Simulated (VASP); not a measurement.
CdS

Input file:

```
from ase.calculators.vasp import Vasp
from ase.dft.bandgap import bandgap
from ase.io import read

atoms = read('CdS.cif', primitive_cell=True, subtrans_included=False)
calc = Vasp(
    directory='calc',
    xc='pbesol',
    pp='PBE',
    setups='materialsproject',
    prec='Accurate',
    encut=520,
    ediff=1e-06,
    ismear=0,
    sigma=0.1,
    lreal=False,
    lasph=True,
    nelm=60,
    algo='Normal',
    isif=2,
    lwave=False,
    lcharg=True,
    lelf=True,
    lvhar=True,
    kpts=[8, 8, 8],
    gamma=True,
    nbands=16,
)
atoms.calc = calc

print('energy (eV):', atoms.get_potential_energy())
print('free energy (eV):', atoms.get_potential_energy(force_consistent=True))
print('forces (eV/A):')
print(atoms.get_forces())
print('stress (eV/A^3, Voigt):', atoms.get_stress())
print('Fermi level (eV):', calc.get_fermi_level())
gap, top, bottom = bandgap(calc)
print('band gap (eV):', gap, 'from (spin, k, band)', top, 'to', bottom)
```

Launched as:

```sh
python run.py
```

Below, planes, directions and counts refer to the conventional cell (a = 5.51 Å, b = 5.51 Å, c = 5.51 Å, α = 90.00°, β = 90.00°, γ = 90.00°).

Space group Fm-3m; a structure from a database of computed crystals, not necessarily the ambient phase; computed pressure about −4 GPa in this cell.

These are results of Kohn-Sham DFT of a periodic cell, PBEsol, VASP PAW PBE potentials, materialsproject in VASP 6.6.1, not measurements.

Question: What will maps of the valence pseudo-density and electron localisation function show?

Answer: Cd–S (2.75 Å): ρ is about 0.27 e/Å³ halfway; the ELF peaks at about 0.85 in the valence shell of S, 0.8 Å from its nucleus, and drops to about 0.15 between the two atoms.

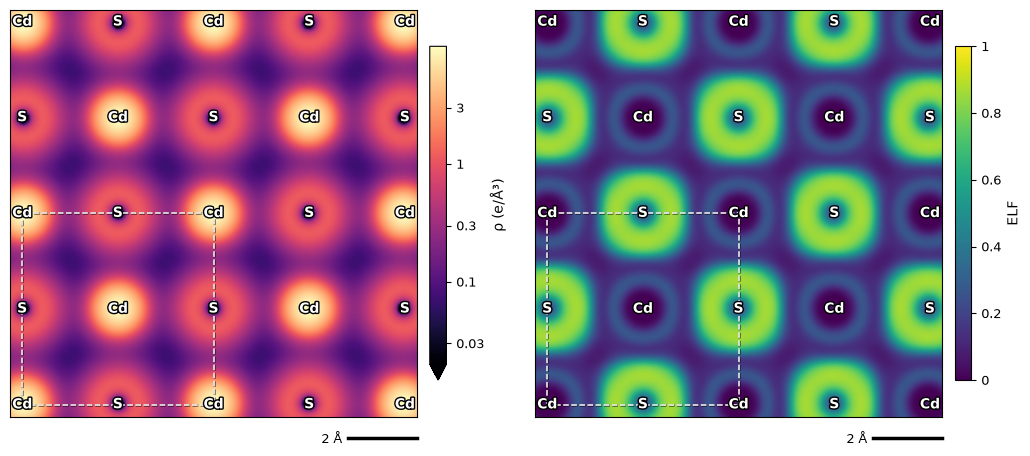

Computed valence pseudo-density and electron localisation function on the (100) plane of the conventional cell, in this order. 

In a PAW calculation such maps are meaningful between the atoms, not at the nuclei.
